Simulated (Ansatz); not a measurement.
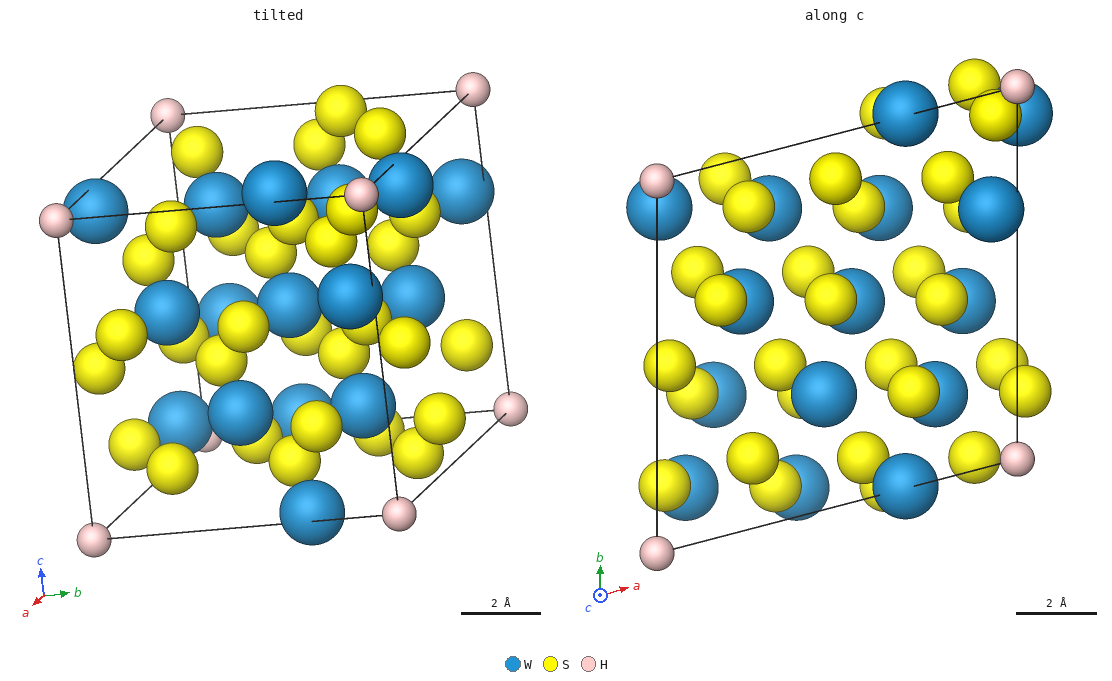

We look at a spheres-only model of the crystal slightly off an axis and along the c axis. The wireframe shows the simulation cell.

Description:

- It has the composition HW₁₃S₂₆.
- Content of the cell: 1 H, 13 W, 26 S (Z = 1).
- Each W has six S in a trigonal prismatic arrangement at about 2.4 Å. H is coordinated by one S at about 1.4 Å. Not all metal-metal contacts are counted.

Its origin is a structure listed in the Materials Project, repeated into a supercell with a point defect put in. The atoms were relaxed in a fixed cell with DFT PBE, scalar-relativistic, plane waves, PAW (Ansatz 0.2.0).
